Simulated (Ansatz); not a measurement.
System: Ga.

```yaml
crystal:
  lattice:
    - [2.90000, 0.00000, 0.00000]
    - [0.00000, 8.13000, 0.00000]
    - [0.00000, 0.00000, 3.17000]
  atoms:
    - { symbol: Ga, position: [0.00000, 0.13534, 0.74993] }
    - { symbol: Ga, position: [0.50000, 0.63534, 0.74993] }
    - { symbol: Ga, position: [0.49847, 0.36313, 0.25007] }
    - { symbol: Ga, position: [0.99847, 0.86313, 0.25007] }
```

Space group P2₁/m; changed on purpose from its base cell (atoms shaken by about 0.15 Å, then relaxed in the fixed cell).

These are results of Ansatz, DFT, PBEsol, PAW with Ansatz's default frozen-core files, scalar-relativistic, not measurements.

Question: Predict the valence pseudo-density and electron localisation function between the atoms.

Answer: Ga–Ga (2.90 Å): ρ is about 0.19 e/Å³ halfway; the ELF is about 0.40 at the midpoint.

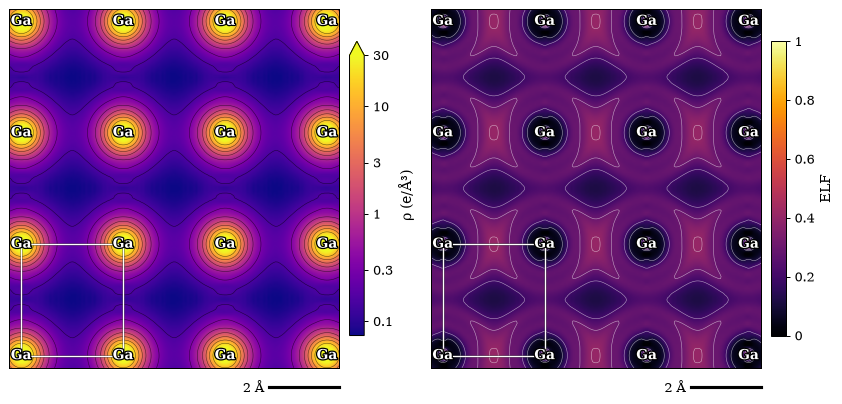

Computed valence pseudo-density and electron localisation function on the (010) plane of the standardised cell, in this order. 

In a PAW calculation such maps are meaningful between the atoms, not at the nuclei.
